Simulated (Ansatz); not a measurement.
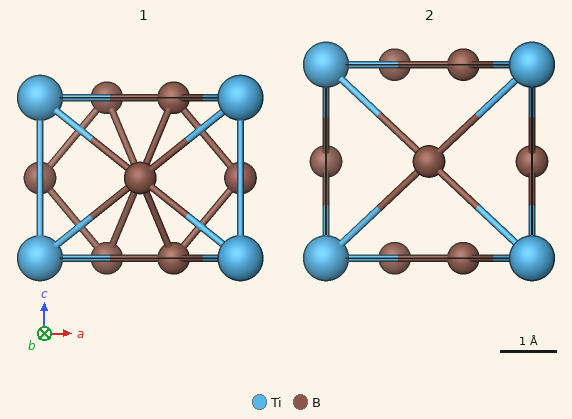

Two geometries of a crystal of TiB$_{5}$ (a generated structure, set up in P6/mmm) (coarse preliminary run), drawn at one scale. One is the start of a relaxation, the other its converged end. A ball-and-stick model of the cell of the calculation, seen along the b axis.

Computed with DFT PBE, scalar-relativistic, plane waves, PAW in Ansatz 0.2.0. (plane-wave cutoff 420 eV; k-point mesh 6 × 6 × 6; occupations gaussian; smearing width 0.1 eV; no spin polarisation; cell and atoms relaxed; force threshold 0.04 eV/Å; at most 70 steps)

### Which geometry has the lower energy?

Structure 1 is the relaxed one. Over 6 accepted moves (7 points after the start) the energy falls by 428 meV per atom. All forces vanish by symmetry, so only the cell relaxes. The pressure goes from −36.89 to −0.18 GPa. The SCF was repeated once at an unchanged geometry on a basis and grid sized afresh for the cell, which shifted the energy by 1.0 meV per atom at most. The atoms keep their places relative to the cell (all moves are under 0.005 Å). The drawn cell changes as follows: a = b 4.280 → 4.165 Å (−2.7 %), c 3.482 → 2.887 Å (−17.1 %); the volume changes by −21.5 %. Among the contacts that change: Ti–Ti 3.482 → 2.887 Å, B–B 2.135 → 1.879 Å, B–Ti 2.759 → 2.534 Å, B–Ti 2.471 → 2.404 Å. Bond angles that change, for instance: Ti–B–Ti 101.7° → 110.5°, Ti–B–Ti 78.3° → 69.5°. The space group stays P6/mmm (No. 191).
